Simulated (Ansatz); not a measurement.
Run report: MoS₂, single-point calculation

- system: MoS₂ (3 atoms in the cell)
- method: DFT PBE, spin-orbit coupling, plane waves, PAW (Ansatz 0.2.0)

The structure derives from an entry of the Crystallography Open Database. It belongs to a series of runs on one base structure; here: volume × 0.96, atoms carried along. Figures and captions count atoms from 1; the log counts them from 0 in places.

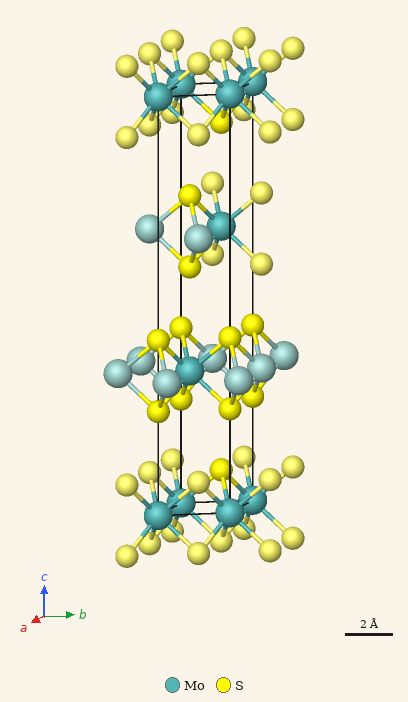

**Figure 1.** The structure as given in the input (ball-and-stick view of the cell 3 times as large as that of the calculation, set on its symmetry axes, seen slightly off an axis; neighbours outside the cell are drawn fainter). An atom can appear more than once, as a periodic image. Near neighbours in the periodic cell (some may lie outside the picture): Mo has 6 S at 2.37 Å; S has 3 Mo at 2.37 Å.

Input
```yaml
crystal:
  lattice:
    - [1.559595715, 0.9004330059, 6.0446761677]
    - [-1.559595715, 0.9004330059, 6.0446761677]
    - [0.0, -1.8008660118, 6.0446761677]
  atoms:
    - { symbol: Mo, position: [6.3122e-06, 6.3122e-06, 6.3122e-06] }
    - { symbol: S, position: [0.751693915, 0.751693915, 0.751693915] }
    - { symbol: S, position: [0.5815997728, 0.5815997728, 0.5815997728] }
basis:
  ecutwfc: 420
  ecutrho_ratio: 4
kpoints:
  mp_grid: { grid: [8, 8, 8] }
hamiltonian:
  xc: pbe
scf:
  occupations: { method: gaussian, width: 0.05 }
output:
  forces: true
  stress: true
  eigenvalues: true
  populations: true
  topological_invariants: true
magnetization:
  noncollinear: true
  spin_orbit: true
```

Launch command:
```bash
ansatz run input.yaml --threads 4 --pin off --max-ram 9216MiB --backend cpu --events-out ev --progress --plain --runs-dir out
```

The program's output
```
basis.fft_grid_basis auto: the FFT boxes are laid along the combinations [[1, 0, -1], [0, 1, -1], [0, 0, 1]] of the cell's own vectors, 3.119, 3.119 and 6.307 Å long. The dense box has 24×24×45 points. Along the cell's own vectors, as sized, it would have 45×45×45, 3.52 times as many. Of the 6 symmetry operations that the crystal satisfies within crystal.symmetry.tolerance (time reversal apart; of a slab, those that keep its plane) the dense box along the cell's own vectors carries 6, and the one as laid loses 4 of those. basis.fft_grid_basis: typed keeps the cell's own vectors: state it where this run's energies or levels are differenced outside the engine with another run's, or held beside a run that keeps those vectors.
band count auto-derived: 40 (N_el = 26.0; filled up to band 26; 34 without output.topological_invariants, output.pair_interaction, output.eigenstates.de_dk, output.active_space.bands or, under a hybrid functional, output.transmission)
Engine: ansatz 0.2.0, x86_64-unknown-linux-gnu
Pseudopotentials: kind: paw_fr
Pseudopotential: Mo, paw_fr, valence charge 14, recommended cutoff 420 eV (normal), Mo.paw.azcp#standard-fr
Pseudopotential: S, paw_fr, valence charge 6, recommended cutoff 420 eV (normal), S.paw.azcp#standard-fr
Functional definition: PBE
  parameter kappa = 0.804
  parameter beta = 0.06672455060314922
  exchange = pbe_x(kappa = kappa, mu = beta*pi^2/3)
  correlation = pbe_c(beta = beta)
non-collinear run that drives no moment, with spin-orbit: no starting moment large enough to seed its density (crystal.atoms[].spin), no starting occupations that ask for one, no magnetisation constraint and no magnetic field, so the semilocal B_xc is pinned to zero
Crystal: 3 atoms, lattice volume = 50.932 Å³
Basis set: ecut = 420 eV, 987 PW (Γ), FFT grids on a1−a3, a2−a3, a3, exchange–correlation on 48×48×90 points (8 copies of the dense FFT grid, shifted against one another)
Bands: 40, of which v1, the nominal top of the filled ones, is band 26 counted from 1 (25 counted from 0)
Symmetry: 6 space group operations + 6 with time reversal
Magnetic group: BNS 160.66 (UNI 1296), of the structure as read, at distance tolerance 3.7e-5 Å
k-points: 65 of 512 (time reversal used)
Projection manifold: j_resolved (fully-relativistic pseudo-atomic orbitals)
Non-local potential: Mo, projectors of the file, l = 0: 3, l = 1: 4, l = 2: 4, l = 3: 2
Non-local potential: S, projectors of the file, l = 0: 2, l = 1: 4, l = 2: 4
PAW form: soft (Blöchl's): semilocal exchange-correlation on the pseudo side does not see the compensation charge
PAW one-centre angular grid: Mo, 590 points (default); XC on 64 Gauss nodes
PAW one-centre angular grid: S, 110 points (default); XC on 64 Gauss nodes
Initial density: superposition of atomic densities (chi_scale 0.1, normalization cell, long waves kept (reshape's long-wave potential 0.07 eV rms))
Initial wavefunctions: pseudopotential atomic-orbital guess
Functional: x = pbe(κ = 0.804, μ = 0.2195149727645171), c = pbe(β = 0.06672455060314922)
SCF iter   1: F=—  HF=-6764.613900 eV  |F-HF|=—  |Δ(HF+E_count)|=         —  Δρ=6.13e-2  dr2=2.40e0  dr2_m=0.00e0 (ungated)  ethr=3.10e-3  |M|=0.00e0 ∫|m|=0.00e0 μB  |m|>n=0.0e0 m-floor=0.0e0 τ_xc=0.0e0  β_m=0.30  ⟨swp⟩=8.5  Hψ=14545  notcnv=0  defer=26
preconditioner: auto → none  [insulator: Δε(μ)=0.828 eV  Ē_g=11.031 eV  σ=0.050 eV  W_gap=1.00  n_scr=16 (ndim 8)  ℏωp=22.1 eV  f_vac=0.000  D(μ)=0.00/eV (n_scr^D=0)  ε∞_Penn≈5.0]
SCF iter   2: F=—  HF=-6763.947224 eV  |F-HF|=—  |Δ(HF+E_count)|=   6.67e-1  Δρ=2.85e-2  dr2=4.16e-1  dr2_m=0.00e0 (ungated)  ethr=3.10e-3  |M|=0.00e0 ∫|m|=0.00e0 μB  |m|>n=0.0e0 m-floor=0.0e0 τ_xc=0.0e0  β_m=0.37  ⟨swp⟩=2.6  Hψ=5012  notcnv=0  defer=386
SCF iter   3: F=—  HF=-6763.915077 eV  |F-HF|=—  |Δ(HF+E_count)|=   3.21e-2  Δρ=2.08e-2  dr2=4.19e-1  dr2_m=0.00e0 (ungated)  ethr=1.60e-3  |M|=0.00e0 ∫|m|=0.00e0 μB  |m|>n=0.0e0 m-floor=0.0e0 τ_xc=0.0e0  β_m=0.30  ⟨swp⟩=3.0  Hψ=3943  notcnv=0  defer=386
SCF iter   4: F=—  HF=-6763.858910 eV  |F-HF|=—  |Δ(HF+E_count)|=   5.62e-2  Δρ=1.16e-2  dr2=3.36e-2  dr2_m=0.00e0 (ungated)  ethr=1.60e-3  |M|=0.00e0 ∫|m|=0.00e0 μB  |m|>n=0.0e0 m-floor=0.0e0 τ_xc=0.0e0  β_m=0.45  ⟨swp⟩=2.0  Hψ=3647  notcnv=0  defer=390
SCF iter   5: F=—  HF=-6763.855773 eV  |F-HF|=—  |Δ(HF+E_count)|=   3.14e-3  Δρ=1.44e-3  dr2=5.39e-4  dr2_m=0.00e0 (ungated)  ethr=1.29e-4  |M|=0.00e0 ∫|m|=0.00e0 μB  |m|>n=0.0e0 m-floor=0.0e0 τ_xc=0.0e0  β_m=0.59  ⟨swp⟩=2.4  Hψ=2959  notcnv=0  defer=390
SCF iter   6: F=—  HF=-6763.855843 eV  |F-HF|=—  |Δ(HF+E_count)|=   6.93e-5  Δρ=2.72e-4  dr2=3.48e-5  dr2_m=0.00e0 (ungated)  ethr=2.07e-6  |M|=0.00e0 ∫|m|=0.00e0 μB  |m|>n=0.0e0 m-floor=0.0e0 τ_xc=0.0e0  β_m=0.61  ⟨swp⟩=2.6  Hψ=3915  notcnv=0  defer=390
SCF iter   7: F=—  HF=-6763.855856 eV  |F-HF|=—  |Δ(HF+E_count)|=   1.31e-5  Δρ=2.05e-4  dr2=7.14e-5  dr2_m=0.00e0 (ungated)  ethr=1.34e-7  |M|=0.00e0 ∫|m|=0.00e0 μB  |m|>n=0.0e0 m-floor=0.0e0 τ_xc=0.0e0  β_m=0.61  ⟨swp⟩=2.1  Hψ=3422  notcnv=0  defer=390
SCF iter   8: F=—  HF=-6763.855843 eV  |F-HF|=—  |Δ(HF+E_count)|=   1.28e-5  Δρ=4.54e-5  dr2=4.76e-7  dr2_m=0.00e0 (ungated)  ethr=1.34e-7  |M|=0.00e0 ∫|m|=0.00e0 μB  |m|>n=0.0e0 m-floor=0.0e0 τ_xc=0.0e0  β_m=0.64  ⟨swp⟩=2.0  Hψ=3150  notcnv=0  defer=390
SCF iter   9: F=-6763.855843 eV  HF=-6763.855843 eV  |F-HF|=1.31e-8  |Δ(HF+E_count)|=   2.73e-7  Δρ=8.43e-6  dr2=1.48e-8  dr2_m=0.00e0 (ungated)  ethr=3.85e-10  |M|=0.00e0 ∫|m|=0.00e0 μB  |m|>n=0.0e0 m-floor=0.0e0 τ_xc=0.0e0  ⟨swp⟩=12.6  Hψ=13008  notcnv=0
Converged-ψ floor refinement (derivative, response, wavefunction or occupation consumer): ⟨swp⟩=6.6  Hψ=19214  notcnv=0
SCF 1 converged in 9 iterations: F = -6763.855843 eV  dr2 = 1.48e-8
  greatest PAW one-centre occupation: 0.998 electrons in one spin orbital (limit 2), on the Mo atom at site 0 (counted from 0), in its partial waves of l = 0
NSCF: frozen V_eff on 60 k-points
SCF converged after 9 iterations
Magnetization: |M| = 0.0000 μB,  M = (+0.0000, +0.0000, +0.0000) μB
Absolute magnetization: 0.0000 μB (∫|m|)
  site 0: m = (+0.0000, +0.0000, +0.0000) μB, |m| = 0.0000 μB  (R = 0.98 Å)
  site 1: m = (+0.0000, +0.0000, +0.0000) μB, |m| = 0.0000 μB  (R = 0.98 Å)
  site 2: m = (+0.0000, +0.0000, +0.0000) μB, |m| = 0.0000 μB  (R = 0.98 Å)
Free energy (F): -6763.855843 eV
Harris-Foulkes:  -6763.855843 eV  (|F-HF|=1.31e-8)
Internal energy: -6763.855843 eV  (E = F + TS)
E sigma→0 (E₀):  -6763.855843 eV
Fermi energy:    12.297603 eV
--- Per-component energies (eV) ---
  E_band       = -137.150969
  E_kinetic    = 660.310571
  E_local      = -1913.106866  (includes V_loc(G=0)·N_el)
  E_nonlocal   = 199.136346
  E_hartree    = 738.641904
  E_xc         = -380.092197
  E_vxc        = -407.166822  (∫ρ·V_xc dr)
  E_paw        = -4402.780588  (= ΣΔE_a)
  E_vpaw       = -153.608391  (= ΣTr[D̂ρ^β])
  E_aug_tail   = 0.000040  (compensation charges beyond the density's cutoff)
  E_ewald      = -1665.965052
  E_smearing   = -0.000000  (= −TS)
  E_closure    = -0.000000  (closes the sum)
  Σ components = -6763.855843   (vs F -6763.855843, Δ=0.00e0)
--- Forces (eV/Å), atoms counted from 1 ---
  atom   1  Mo     0.00000000     0.00000000     0.00086948
  atom   2  S      0.00000000     0.00000000     0.69296009
  atom   3  S     -0.00000000    -0.00000000    -0.69384241
  max |Σ_I F_I| component: 1.28e-5 eV/Å
--- Stress (GPa, compression-positive) ---
        9.722645       0.000000       0.000000
        0.000000       9.722645       0.000000
        0.000000       0.000000      10.430889
  P = ⅓ Tr σ = 9.9587 GPa (99.587 kbar)
--- Band table (eV; the first three rows and the last of 65) ---
  k-point 0: bands = ["-49.7198", "-49.7198", "-25.4578", "-25.4578", "-23.0514", "-23.0514", "-22.8521", "-22.8521", "-3.5308", "-3.5308", "-1.7022", "-1.7022", "4.5536", "4.5536", "8.2858", "8.2858", "8.3540", "8.3540", "9.4419", "9.4419", "9.5293", "9.5293", "10.4624", "10.4624", "10.5960", "10.5960", "13.8660", "13.8660", "13.9481", "13.9481", "14.3554", "14.3554", "14.3583", "14.3583", "17.5012", "17.5012", "19.9719", "19.9719", "20.6137", "20.6137"]
  k-point 1: bands = ["-49.7125", "-49.7125", "-25.4760", "-25.4760", "-23.0609", "-23.0609", "-22.8965", "-22.8965", "-3.2758", "-3.2758", "-1.6285", "-1.6284", "4.8392", "4.8397", "7.8245", "7.8258", "8.5812", "8.5822", "8.7067", "8.7110", "9.1151", "9.1162", "10.4183", "10.4250", "10.7988", "10.8000", "13.6195", "13.6246", "13.8655", "13.8733", "14.0798", "14.1005", "14.3073", "14.3274", "18.5471", "18.5476", "20.4934", "20.5002", "20.8857", "20.8891"]
  k-point 2: bands = ["-49.6950", "-49.6950", "-25.5229", "-25.5229", "-23.1077", "-23.1077", "-22.9733", "-22.9733", "-2.5971", "-2.5962", "-1.4329", "-1.4315", "5.3520", "5.3539", "6.9953", "7.0094", "7.5285", "7.5485", "8.4151", "8.4159", "9.2517", "9.2530", "10.0790", "10.0925", "10.2131", "10.2147", "13.0138", "13.0296", "13.6622", "13.6654", "14.5146", "14.5169", "14.9345", "14.9393", "19.2805", "19.2875", "20.0330", "20.0532", "20.9134", "20.9207"]
  k-point 64: bands = ["-49.7198", "-49.7198", "-25.4578", "-25.4578", "-23.0515", "-23.0515", "-22.8521", "-22.8521", "-3.2223", "-3.2223", "-2.2219", "-2.2219", "5.6821", "5.6821", "8.0635", "8.0635", "8.2694", "8.2694", "8.3415", "8.3415", "9.4788", "9.4788", "9.5634", "9.5634", "11.8318", "11.8318", "13.9807", "13.9807", "14.0540", "14.0540", "14.1933", "14.1933", "14.2039", "14.2039", "17.5285", "17.5285", "20.4927", "20.4927", "21.6934", "21.6934"]
--- Löwdin populations: 3 sites ---
  site symbol       q [e]
     0     Mo     13.7199
     1      S      6.0351
     2      S      6.0395
  spilling = 0.007904 (of n_electrons = 26.000000)
--- Topological invariants of the lowest 26 bands, as many as the electrons (of this functional, at the state reached) ---
  Z2 = 0;(000)
  bands 26 and 27 are separated throughout the zone, as estimated from the states at the SCF's k-points
  smallest direct gap kept (no minimum is searched for): 1.8239 eV, known to 6.2e-4 eV, at k = (0.1296, 0.4954, 0.8125) in reciprocal vectors
  plane       ν
  k1 = 0      0
  k1 = 1/2    0
  k2 = 0      0
  k2 = 1/2    0
  k3 = 0      0
  k3 = 1/2    0
```

File populations.tsv
```
# site	symbol	l	j	q
# orbitals = lowdin
# n_electrons = 26.000000
# spilling = 0.007904
0	Mo	0_4S	0.5	1.963045
0	Mo	0_5S	0.5	0.517691
0	Mo	1_4P	0.5	1.997992
0	Mo	1_4P	1.5	3.995295
0	Mo	2_4D	1.5	2.139053
0	Mo	2_4D	2.5	3.106812
1	S	0_3S	0.5	1.755665
1	S	1_3P	0.5	1.436319
1	S	1_3P	1.5	2.843153
2	S	0_3S	0.5	1.755991
2	S	1_3P	0.5	1.437578
2	S	1_3P	1.5	2.845891
```

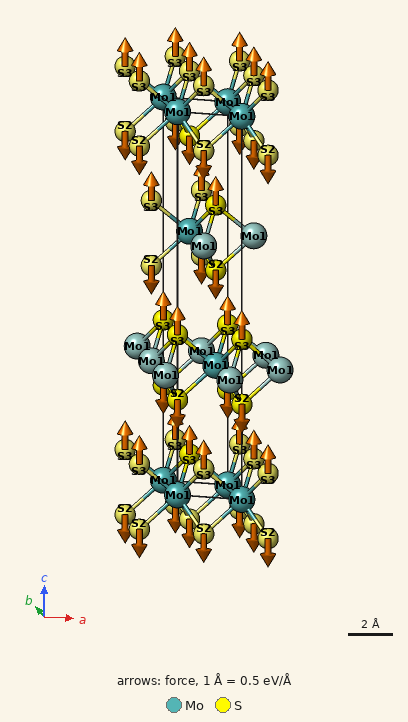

**Figure 2.** Forces on the atoms as orange arrows (ball-and-stick view of the cell 3 times as large as that of the calculation, set on its symmetry axes, seen slightly off an axis; neighbours outside the cell are drawn fainter; atoms are numbered from 1 in the order of the input). The largest act on S2, S3 (0.69 eV/Å). The geometry is not a stationary point of this energy.

Summary

- outcome: converged
- space group (tolerance 0.01 Å): R3m (160)
- electrons treated: 26
- free energy: −6763.8558 eV
- Fermi energy: 12.298 eV
- gap on the k-point mesh: 0.94 eV
- net moment of the cell: 0.00 μB
- integrated absolute moment: 0.00 μB
- pressure: 9.96 GPa
- largest force (length of the vector): 0.694 eV/Å
- hardware: 4 threads of Intel Xeon @ 2.50GHz (Skylake/Cascade Lake), 12 GiB of memory available, shared host
- wall time: 71 s (CPU time 4.5 min)
- peak memory: 0.91 GiB

The cell is under a pressure of 10.0 GPa at this level, so it is not at its equilibrium volume.
